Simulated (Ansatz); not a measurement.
Consider CuO$_{2}$.

The calculation's input:

```
crystal:
  lattice:
    - [2.421291, 0.0, 0.0]
    - [0.0, 6.445952, 0.0]
    - [0.0, 0.0, 7.067043]
  atoms:
    - { symbol: Cu, position: [0.0, 0.5, 0.0] }
    - { symbol: O, position: [0.0, 0.5, 0.412435], spin: 1.0 }
    - { symbol: O, position: [0.0, 0.5, 0.587565], spin: -1.0 }
basis:
  ecutwfc: 420
kpoints:
  mp_grid: { grid: [18, 8, 6] }
hamiltonian:
  xc: pbesol
scf:
  occupations: { method: gaussian, width: 0.1 }
  lower_state_search: "off"
output:
  forces: true
  stress: true
  eigenvalues: true
  populations: true
  write_density: true
  write_potential: true
  elf: true
  volumetric_format: npy
magnetization:
  spin_polarized: true
```

Launched as:

```sh
ansatz run input.yaml --threads 1 --pin off --max-ram 2560MiB --backend cpu --events-out ev --progress --plain --runs-dir out
```

Below, planes, directions and counts refer to the conventional cell (a = 2.42 Å, b = 6.45 Å, c = 7.07 Å, α = 90.00°, β = 90.00°, γ = 90.00°).

Space group Pmmm; a structure from a database of computed crystals, not necessarily the ambient phase; not relaxed (largest force 1.1 eV/Å); computed pressure about −2 GPa in this cell; the SCF solution may not be the lowest one; the program warned that a starting moment wasn't kept; spin-polarised, but the moments vanished.

Theory: DFT PBEsol, scalar-relativistic, plane waves, PAW in Ansatz 0.2.0.

Q: What will maps of the valence pseudo-density and electron localisation function show?

A: O–O (1.24 Å): ρ at the midpoint is about 3.4 e/Å³; the ELF peaks at about 0.75 between the atoms.
Cu–Cu (2.42 Å): ρ is about 0.32 e/Å³ halfway; the ELF is about 0.20 at the midpoint (no shared electron pair shows on this line).

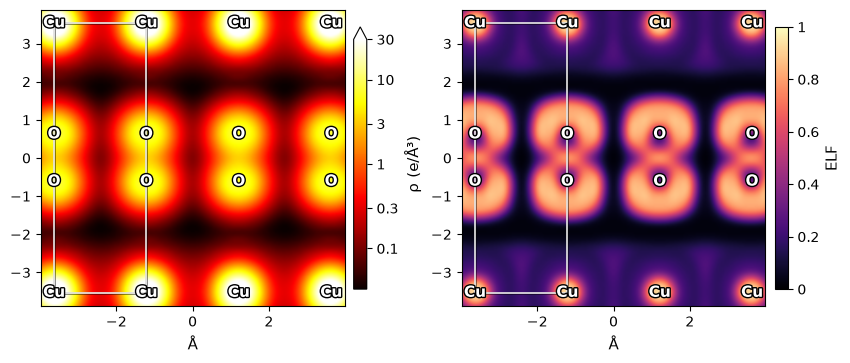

Computed valence pseudo-density and electron localisation function on the (010) plane of the conventional cell, in this order. 
